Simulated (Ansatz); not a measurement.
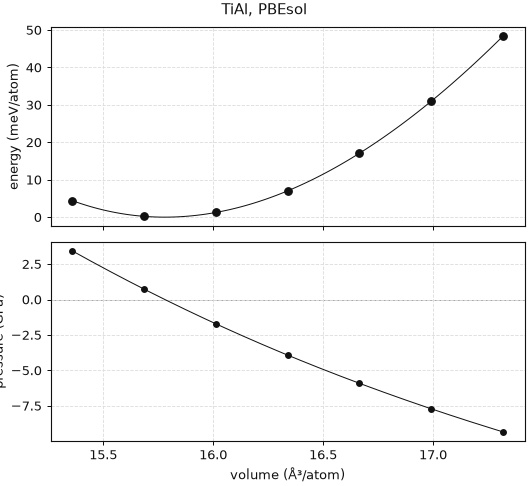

The figure shows the energy and pressure against volume for TiAl, space group P4/mmm (No. 123).

Structure:
```
Ti Al
1.0
     2.83730    0.00000    0.00000
     0.00000    2.83730    0.00000
     0.00000    0.00000    4.05910
Ti Al
1 1
Direct
  0.00000 0.00000 0.00000
  0.50000 0.50000 0.50000
```

Calculation (Ansatz 0.2.0): all-electron LAPW DFT, no spin polarisation; energies at scaled volumes of the given cell, shape and fractions fixed, counted from the fit's minimum, third-order Birch-Murnaghan fit. Level: PBEsol.

| setting | value |
| --- | --- |
| k mesh | 9×9×7 |
| occupations | Fermi–Dirac |
| smearing width | 0.05 eV |
| potentials | all electron LAPW, scalar relativistic |
| program settings | basis error eV/atom 0.001 |

**What equilibrium volume and bulk modulus follow from the curve?**

A third-order Birch–Murnaghan fit gives V0 = 15.78 Å³/atom, B0 = 120 GPa and B′ = 3.9.

**What does the pressure do across the range?**

It falls from 3.44 GPa at volume 15.36 Å³/atom to −9.34 GPa at 17.32 Å³/atom, and changes sign near 15.78 Å³/atom.

Limits of the calculation: shape and atomic fractions are frozen while scaling, which makes layered, chain and framework solids too stiff.

The computed values:

```tsv
volume (Å³/atom)	energy (meV/atom)	pressure (GPa)
15.36	4.43	3.44
15.68	0.22	0.74
16.01	1.25	-1.71
16.34	7.03	-3.92
16.67	17.08	-5.91
16.99	31.01	-7.71
17.32	48.42	-9.34
```
